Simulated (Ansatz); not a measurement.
Band-structure calculation, with input and output: Sn

The run: band-structure calculation of Sn (I4₁/amd, 2 atoms in the cell). Method and program: DFT PBEsol, scalar-relativistic, plane waves, PAW, no spin polarisation (Ansatz 0.2.0).

The structure derives from a Materials Project entry.

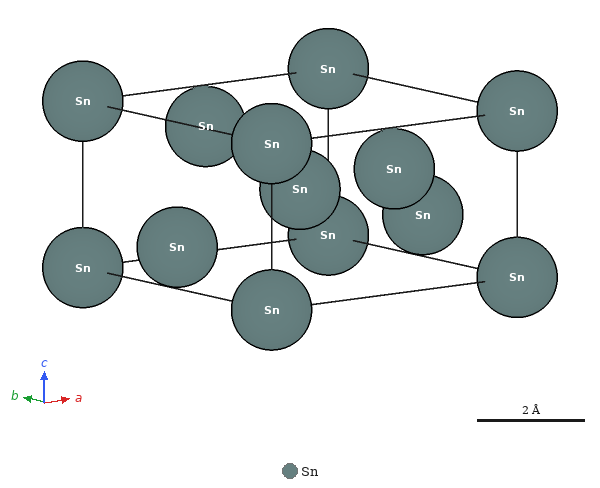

Figure 1. The structure (spheres-only view of the cell 2 times as large as that of the calculation, set on its symmetry axes, seen at an oblique angle). An atom can appear more than once, as a periodic image.

The input:
```yaml
crystal:
  lattice:
    - [-2.90990003, 2.90990003, 1.5869856476]
    - [2.90990003, -2.90990003, 1.5869856476]
    - [2.90990003, 2.90990003, -1.5869856476]
  atoms:
    - { symbol: Sn, position: [0.75, 0.25, 0.5] }
    - { symbol: Sn, position: [0.0, 0.0, 0.0] }
basis:
  ecutwfc: 420
kpoints:
  mp_grid: { grid: [14, 14, 14] }
  band_path:
    path:
      - [[0.0, 0.0, 0.0], [0.0, 0.0, 0.5], [-0.5, 0.5, 0.5], [0.0, 0.0, 0.0], [0.32435837, 0.32435837, -0.32435837]]
      - [[-0.32435837, 0.67564163, 0.32435837], [-0.5, 0.5, 0.5]]
      - [[0.0, 0.0, 0.5], [0.25, 0.25, 0.25], [0.0, 0.5, 0.0], [0.0, 0.0, 0.0]]
    npoints: 14
hamiltonian:
  xc: pbesol
scf:
  occupations: { method: gaussian, width: 0.1 }
  n_extra_bands: 6
output:
  forces: true
  stress: true
  eigenvalues: true
  populations: true
  dos: { projected: true, de: 0.02, nscf_kmesh: { grid: [21, 21, 21] } }
  bader: true
```

Run as:
```bash
ansatz run input.yaml --threads 1 --pin off --max-ram 2560MiB --backend cpu --events-out ev --progress --plain --runs-dir out
```

Log:
```
scf.n_extra_bands = 6 over 14 filled bands (N_el = 28.0): the run solves 20 bands
Engine: ansatz 0.2.0, x86_64-unknown-linux-gnu
Pseudopotentials: kind: paw
Pseudopotential: Sn, paw, valence charge 14, recommended cutoff 420 eV (normal), Sn.paw.azcp
Functional definition: PBEsol
  exchange = pbesol_x
  correlation = pbesol_c
Crystal: 2 atoms, lattice volume = 53.751 Å³
Basis set: ecut = 420 eV, 1061 PW (Γ), exchange–correlation on 60×60×60 points (8 copies of the dense FFT grid, shifted against one another)
Bands: 20, of which v1, the nominal top of the filled ones, is band 14 counted from 1 (13 counted from 0)
Symmetry: 16 space group operations
Space group: I41/amd (ITA 141), of the structure as read, at distance tolerance 3.8e-5 Å
k-points: 244 of 2744
Non-local potential: Sn, projectors of the file, l = 0: 2, l = 1: 2, l = 2: 2, l = 3: 2
PAW form: soft (Blöchl's): semilocal exchange-correlation on the pseudo side does not see the compensation charge
PAW frozen core: Sn, regenerated for the run's functional, and the local potential with it (the file was generated under x = pbe(κ = 0.804, μ = 0.2195149727645171), c = pbe(β = 0.06672455060314922))
PAW one-centre angular grid: Sn, 590 points (default); XC on 64 Gauss nodes
Initial density: superposition of atomic densities (neutral atoms: chi_scale 0, normalization atom), corrected by the library's trained network
Initial wavefunctions: pseudopotential atomic-orbital guess
Functional: x = pbesol(κ = 0.804, μ = 0.12345679012345678), c = pbesol(β = 0.046)
SCF iter   1: F=—  HF=-11899.564304 eV  |F-HF|=—  |Δ(HF+E_count)|=         —  Δρ=2.51e-3  dr2=2.38e-3  ethr=1.77e-3  ⟨swp⟩=6.0  Hψ=24919  notcnv=0  defer=15
preconditioner: auto → Kerker (q_TF=auto, 2.447 Å⁻¹)  [metal: Δε(μ)=0.009 eV  Ē_g=21.788 eV  σ=0.100 eV  W_gap=0.05  n_scr=16 (ndim 8)  ℏωp=26.8 eV  f_vac=0.000  D(μ)=1.17/eV (n_scr^D=4)]
SCF iter   2: F=—  HF=-11899.561437 eV  |F-HF|=—  |Δ(HF+E_count)|=   2.87e-3  Δρ=1.60e-3  dr2=1.01e-3  ethr=8.50e-6  ⟨swp⟩=1.9  Hψ=8267  notcnv=0  defer=20
SCF iter   3: F=—  HF=-11899.561169 eV  |F-HF|=—  |Δ(HF+E_count)|=   2.68e-4  Δρ=7.66e-4  dr2=1.71e-4  ethr=3.61e-6  ⟨swp⟩=2.0  Hψ=7974  notcnv=0  defer=20
SCF iter   4: F=—  HF=-11899.561025 eV  |F-HF|=—  |Δ(HF+E_count)|=   1.45e-4  Δρ=2.27e-4  dr2=2.38e-5  ethr=6.11e-7  ⟨swp⟩=2.0  Hψ=7974  notcnv=0  defer=20
SCF iter   5: F=—  HF=-11899.561017 eV  |F-HF|=—  |Δ(HF+E_count)|=   7.88e-6  Δρ=1.24e-4  dr2=6.95e-6  ethr=8.51e-8  ⟨swp⟩=2.0  Hψ=7889  notcnv=0  defer=20
SCF iter   6: F=—  HF=-11899.561014 eV  |F-HF|=—  |Δ(HF+E_count)|=   3.05e-6  Δρ=4.78e-5  dr2=8.75e-7  ethr=2.48e-8  ⟨swp⟩=2.9  Hψ=8114  notcnv=0  defer=20
SCF iter   7: F=-11899.561013 eV  HF=-11899.561013 eV  |F-HF|=8.04e-8  |Δ(HF+E_count)|=   4.77e-7  Δρ=1.35e-5  dr2=6.30e-8  ethr=3.57e-10  ⟨swp⟩=7.6  Hψ=27214  notcnv=0
SCF 1 converged in 7 iterations: F = -11899.561013 eV  dr2 = 6.30e-8
  greatest PAW one-centre occupation: 0.991 electrons in one spin orbital (limit 2), on the Sn atom at site 1 (counted from 0), in its partial waves of l = 2
```

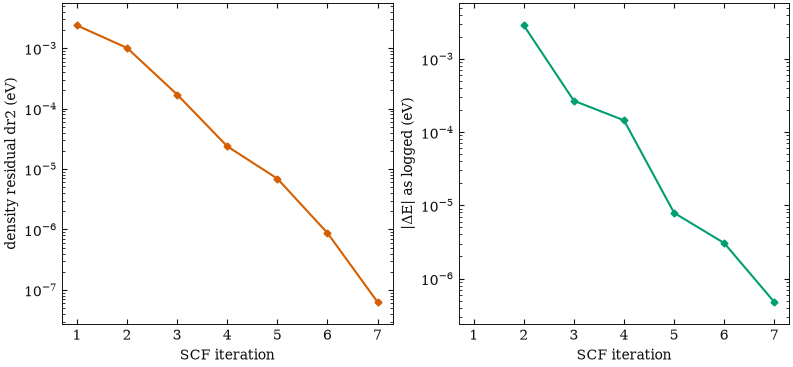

Figure 2. Convergence of the self-consistent field: density residual dr2 and size of the energy change against the SCF iteration. The residual falls at every step.

```
NSCF: frozen V_eff on 115 k-points
NSCF: frozen V_eff on 726 k-points
SCF converged after 7 iterations
Free energy (F): -11899.561013 eV
Harris-Foulkes:  -11899.561013 eV  (|F-HF|=8.04e-8)
Internal energy: -11899.555127 eV  (E = F + TS)
E sigma→0 (E₀):  -11899.558070 eV
Entropy (-TS):   -0.005886 eV (-2.943 meV/atom)
Fermi energy:    10.711032 eV
--- Per-component energies (eV) ---
  E_band       = -163.154076
  E_kinetic    = 374.515639
  E_local      = -1689.897993  (includes V_loc(G=0)·N_el)
  E_nonlocal   = -61.114525
  E_hartree    = 1058.305228
  E_xc         = -758.963630
  E_vxc        = -194.429005  (∫ρ·V_xc dr)
  E_paw        = -8129.847599  (= ΣΔE_a)
  E_vpaw       = -708.854345  (= ΣTr[D̂ρ^β])
  E_aug_tail   = -0.000001  (compensation charges beyond the density's cutoff)
  E_ewald      = -2693.121926
  E_core_change = 0.569680  (= ΣΔE_core)
  E_smearing   = -0.005886  (= −TS)
  E_closure    = 0.000000  (closes the sum)
  Σ components = -11899.561013   (vs F -11899.561013, Δ=0.00e0)
--- Forces (eV/Å), atoms counted from 1 ---
  atom   1  Sn     0.00000000     0.00000000     0.00000000
  atom   2  Sn    -0.00000000     0.00000000     0.00000000
  max |Σ_I F_I| component: 8.67e-18 eV/Å
--- Stress (GPa, compression-positive) ---
       -0.016450       0.000000       0.000000
        0.000000      -0.016450      -0.000000
        0.000000       0.000000       0.028537
  P = ⅓ Tr σ = -0.0015 GPa (-0.015 kbar)
--- Band table (eV; the first three rows and the last of 244) ---
  k-point 0: bands = ["-10.8653", "-10.7714", "-10.7347", "-10.7152", "-10.5621", "-10.5621", "-10.5508", "-10.5508", "-10.4627", "-10.3504", "-0.4949", "7.1115", "8.7243", "8.7243", "13.6626", "16.9991", "16.9991", "17.6125", "17.7104", "20.6366"]
  k-point 1: bands = ["-10.8609", "-10.7723", "-10.7310", "-10.7181", "-10.5643", "-10.5596", "-10.5496", "-10.5492", "-10.4653", "-10.3550", "-0.4484", "6.6715", "8.7798", "9.0721", "13.8815", "16.5196", "16.7245", "17.6398", "17.7073", "20.9315"]
  k-point 2: bands = ["-10.8479", "-10.7745", "-10.7263", "-10.7197", "-10.5709", "-10.5528", "-10.5464", "-10.5444", "-10.4730", "-10.3679", "-0.3091", "5.8351", "8.9455", "9.6499", "14.5202", "15.6572", "16.0701", "17.4609", "17.6256", "21.0042"]
  k-point 243: bands = ["-10.7862", "-10.7862", "-10.5887", "-10.5887", "-10.5771", "-10.5771", "-10.5590", "-10.5590", "-10.5460", "-10.5460", "3.1431", "3.1431", "5.8506", "5.8506", "15.7671", "15.7671", "20.2114", "20.2114", "23.3145", "23.3145"]
--- Löwdin populations: 2 sites ---
  site symbol       q [e]
     0     Sn     13.9699
     1     Sn     13.9699
  spilling = 0.002150 (of n_electrons = 28.000000)
--- Bader charges: 2 sites ---
  site symbol  charge [e]  shift [e]
     0     Sn      0.0000     0.0000
     1     Sn      0.0000     0.0000
  estimated error of the sums over rays = 1.1e-4 e
```

File bader_charges.tsv:
```
# site	symbol	x_ang	y_ang	z_ang	partial_charge_e	electrons	volume_ang3	relative_density_drop	shared_charge_e	partial_wave_shift_e
# quadrature_error_electrons = 1.1e-4
0	Sn	0.0000	2.9099	0.7935	0.00000	50.00000	26.88	-	0.00000	0.00000
1	Sn	0.0000	0.0000	0.0000	0.00000	50.00000	26.88	-	0.00000	0.00000
```

File populations.tsv:
```
# site	symbol	l	j	q
# orbitals = lowdin
# n_electrons = 28.000000
# spilling = 0.002150
0	Sn	0_5S	-	1.562653
0	Sn	1_5P	-	2.414745
0	Sn	2_4D	-	9.992507
1	Sn	0_5S	-	1.562653
1	Sn	1_5P	-	2.414745
1	Sn	2_4D	-	9.992507
```

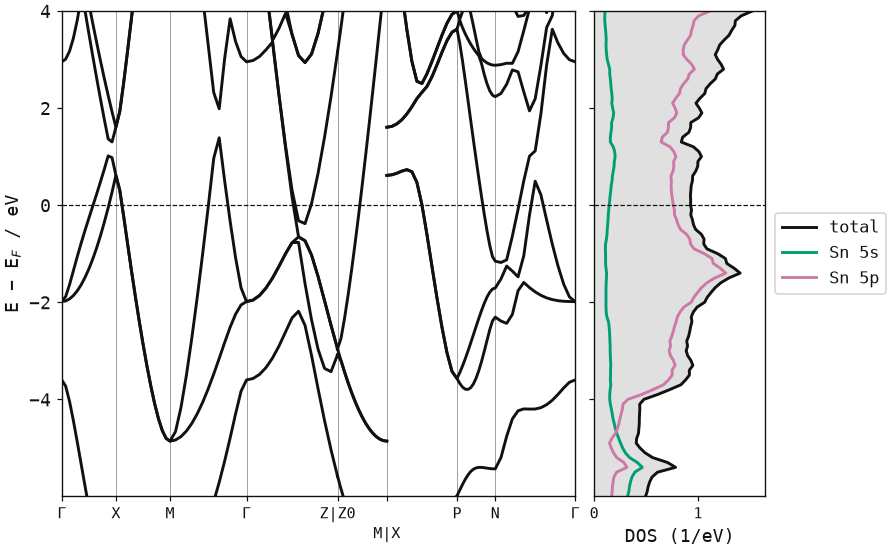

Figure 3. Band structure along Γ–X–M–Γ–Z|Z0–M|X–P–N–Γ and density of states (projected on Löwdin-orthogonalised atomic shells), with energies from the Fermi level. Bands cross the Fermi level: a metal at this level of theory.

Results in brief:

| quantity | value |
| --- | --- |
| outcome | converged |
| space group (tolerance 0.01 Å) | I4₁/amd (141) |
| electrons treated | 28 |
| free energy | −11899.5610 eV |
| Fermi energy | 10.711 eV |
| gap on the k-point mesh | none (metallic) |
| pressure | 0.00 GPa |
| largest force (length of the vector) | under 0.001 eV/Å |
| hardware | 1 thread of Intel Xeon @ 2.50GHz (Skylake/Cascade Lake), 189 GiB of memory available, shared host |
| wall time | 1.7 min |
| peak memory | 0.7 GiB |
